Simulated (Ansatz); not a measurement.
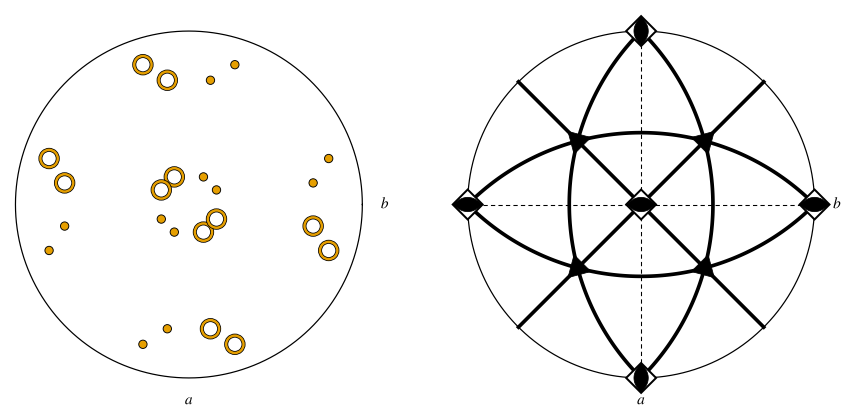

Stereographic projection: filled dots lie in the upper hemisphere, open rings in the lower; heavy lines are mirror planes (a heavy rim: a mirror in the plane of the page); lens, triangle, square and hexagon are 2-, 3-, 4- and 6-fold axes, a lens in an open square is −4, a triangle in an open hexagon −6; thin dashed diameters join the ends of axes that lie in the page; a small open circle marks inversion. The c axis points at the viewer. Left: one general form; right: the symmetry elements. Computed from the symmetry operations of a computed or model structure of composition GaP.

**Name the crystal class.**

-43m (Td), order 24, cubic system: three −4 axes, four threefold axes, six mirror planes.

**Which physical properties does it allow?**

It is not centrosymmetric; not polar, but piezoelectricity is allowed; it is not chiral.
